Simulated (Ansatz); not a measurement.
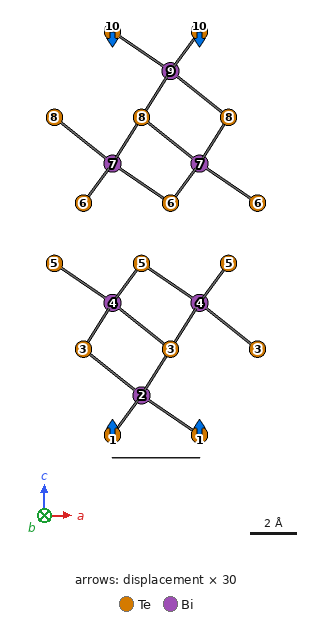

A (0 0 1) slab of Bi$_{2}$Te$_{3}$ as cut from the relaxed bulk. The blue arrows show how the atoms are displaced, magnified 30 times. Style: ball-and-stick. Shown: the cell of the calculation, outlined in the plane, without the vacuum, along the b axis.

Level of theory: DFT PBEsol, scalar-relativistic, plane waves, PAW (Ansatz 0.2.0). (plane-wave cutoff 420 eV; occupations gaussian; no spin polarisation) The k-mesh is chosen for each cell (12×12×12, 9×9×1). Smearing widths differ between the runs.

> What was done to the structure, and with what result?

The atoms of the slab are relaxed at the bulk's in-plane cell. The surface energy (mean of the two faces) falls from 0.09 to 0.09 J/m². The top spacing, between the Te and Bi planes, goes from 1.72 to 1.70 Å (−1.5 %), the bottom one (Te to Bi) from 1.72 to 1.70 Å (−1.5 %). The cell doesn't change. The largest moves relative to the layer's centre, 0.024 Å, are those of Te1 and Te10. Te1 goes along the normal (+c). Largest moves by element: Te 0.024 Å, Bi 0.002 Å. Among the bonded contacts that change: Bi–Te 3.061 → 3.046 to 3.061 Å.
